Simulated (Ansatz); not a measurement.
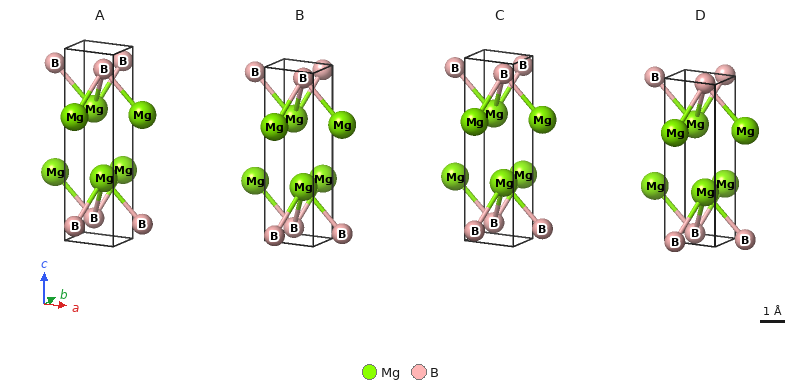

4 geometries from one relaxation of solid MgB (a generated structure, set up in P-3m1) (coarse preliminary run), in shuffled order. The picture is a ball-and-stick view of the cell of the calculation, seen slightly off an axis.

Method: DFT PBE, scalar-relativistic, plane waves, PAW in Ansatz. (plane-wave cutoff 420 eV; k-point mesh 6 × 6 × 2; occupations gaussian; smearing width 0.1 eV; no spin polarisation; cell and atoms relaxed; force threshold 0.04 eV/Å; at most 70 steps)

**Order the frames from highest to lowest energy.**

A, C, B, D. They are steps 0, 1, 2, 9, at +936 meV per atom, +596 meV per atom, +286 meV per atom relative to the last. The largest moves relative to the cell, 0.53 Å, are those of B atoms. By element the largest moves are B 0.53 Å, Mg 0.18 Å. The drawn cell changes as follows: a = b 2.940 → 3.048 Å (+3.6 %), c 8.129 → 6.873 Å (−15.5 %); the volume changes by −9.2 %. Among the contacts that change: B–Mg 3.503 → 2.258 Å, B–B 2.345 → 1.787 Å, B–Mg 2.537 → 2.623 Å. New bonds form, among them: B–B (2.34 → 1.79 Å), B–Mg (3.50 → 2.26 Å). The space group stays P-3m1 (No. 164). After 7 accepted moves (9 points after the start) the energy has fallen by 936 meV per atom. Largest force component: 2.6 eV/Å at the start, 0.0046 eV/Å at the end. The pressure goes from −8.52 to 0.06 GPa. The line search rejected the trial step at point 4 of the run. At 1 point the geometry stayed and the basis and grid were re-selected for the new cell (energy shift of 0.1 meV per atom at most each time).

Limits of the set-up: the k-point mesh is coarse for a cell with partly filled bands.
